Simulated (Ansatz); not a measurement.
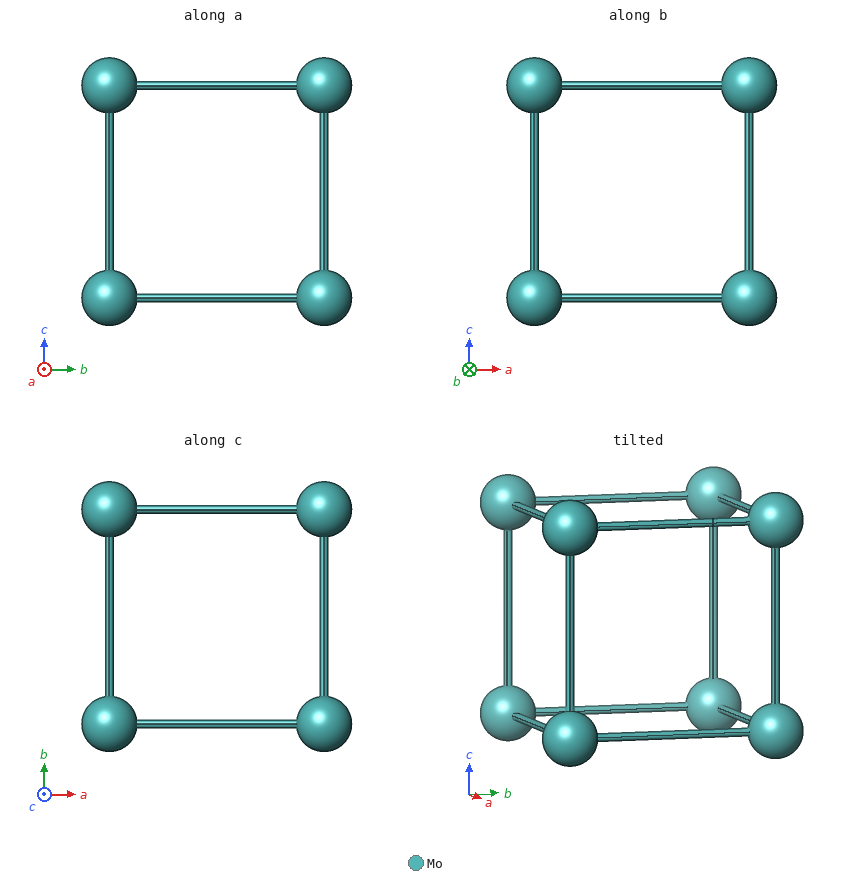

Ball-and-stick representation of a periodic structure, projected along the a axis, along the b axis, along the c axis and slightly off an axis. The frame is the unit cell; atoms at its boundary are shown with their periodic copies.

Lattice parameters: a = 2.6309 Å, b = 2.6309 Å, c = 2.6049 Å, α = 90.000°, β = 90.000°, γ = 90.000°.

Transcribe the picture into a CIF in P1 with every atom of the cell.

```cif
data_structure
_symmetry_space_group_name_H-M 'P 1'
_symmetry_Int_Tables_number 1
_cell_length_a 2.6309
_cell_length_b 2.6309
_cell_length_c 2.6049
_cell_angle_alpha 90.000
_cell_angle_beta 90.000
_cell_angle_gamma 90.000
_cell_volume 18.03
loop_
_atom_site_label
_atom_site_type_symbol
_atom_site_fract_x
_atom_site_fract_y
_atom_site_fract_z
_atom_site_occupancy
Mo1 Mo 0.0000 0.0000 0.0000 1
```

It goes back to a structure type filled with this element by a generator (whether the element takes this form wasn't checked). The cell was then strained or its atoms displaced on purpose. It was run through Ansatz as a DFT input.
